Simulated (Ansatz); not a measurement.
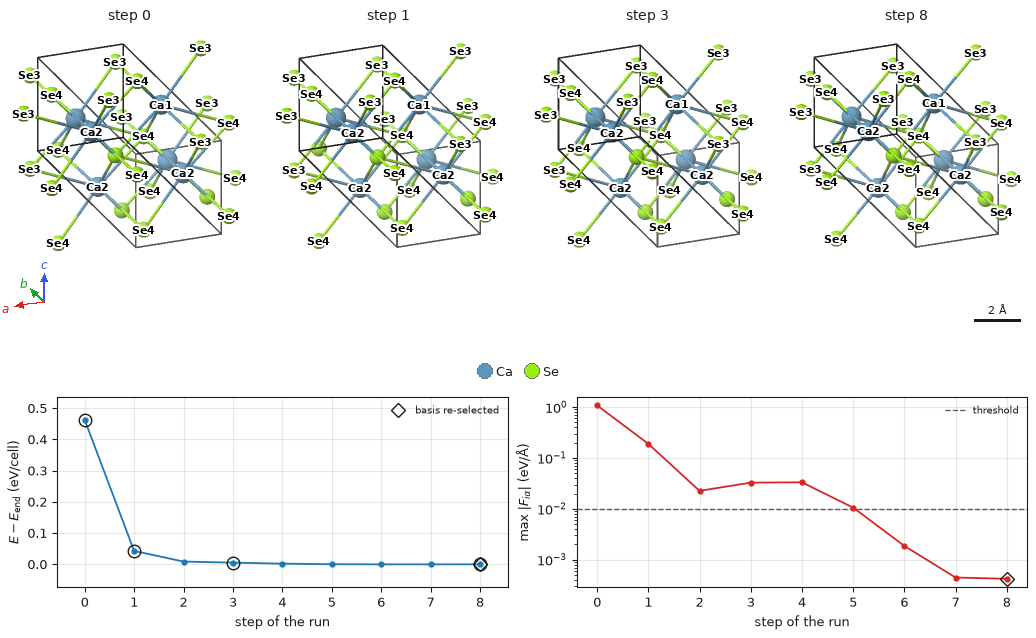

Frames of a relaxation of solid CaSe (built on the TlCl-63 type type), marked on the history of the run. The picture is a ball-and-stick view of the conventional cell (2 times the calculation's cell), seen from a free direction. Lengths and directions refer to the drawn axes.

All numbers below come from Ansatz, DFT, PBEsol, plane waves, PAW.

The input:
```yaml
crystal:
  lattice:
    - [2.02409669, -5.79171124, 0.0]
    - [2.02409669, 5.79171124, 0.0]
    - [0.0, 0.0, 4.47059817]
  atoms:
    - { symbol: Ca, position: [0.38685498, 0.61314502, 0.75] }
    - { symbol: Ca, position: [0.61314502, 0.38685498, 0.25] }
    - { symbol: Se, position: [0.85650439, 0.14349561, 0.25] }
    - { symbol: Se, position: [0.14349561, 0.85650439, 0.75] }
kpoints:
  mp_grid: { grid: [6, 6, 6] }
hamiltonian:
  xc: pbesol
scf:
  occupations: { method: fermi_dirac, width: 0.03 }
relax:
  f_tol: 0.01
  cell: {}
  max_steps: 120
```

Launched with:
```bash
ansatz run input.yaml --threads 2 --pin off --max-ram 29491MiB --backend cpu --events-out ev --progress --plain --runs-dir out
```

Describe the path.

Answer. After 7 accepted moves (8 points after the start) the energy has fallen by 0.463 eV per cell of the calculation. The largest force component goes from 1.1 to 0.00042 eV/Å. The pressure goes from −2.82 to 0.01 GPa. At 1 point the geometry stayed and the basis and grid were re-selected for the new cell (energy shift of 0.2 meV per cell of the calculation at most each time). The largest moves relative to the cell, 0.22 Å, are those of Ca1 and Ca2. Ca1 goes along +b. By element the largest moves are Ca 0.22 Å, Se 0.21 Å. Cell: a 4.048 → 3.914 Å (−3.3 %), b 11.583 → 11.985 Å (+3.5 %), c 4.471 → 4.304 Å (−3.7 %). Volume −3.7 %. Some distances before and after: Ca1–Ca2 3.445 → 3.814 Å, Ca1–Se3 3.036 → 2.910 Å, Ca1–Se4 2.819 → 2.912 Å, Ca1–Se4 (another image) 3.596 → 3.649 Å. The space group stays Cmcm (No. 63). From step 0 to 1: Se atoms move most (0.19 Å), volume −3.8 %, energy −0.420 eV per cell of the calculation. From step 1 to 3: Ca atoms move most (0.04 Å), volume −1.8 %, energy −37.6 meV per cell of the calculation. From step 3 to 8: Ca atoms move most (0.04 Å), volume +1.9 %, energy −5.3 meV per cell of the calculation.
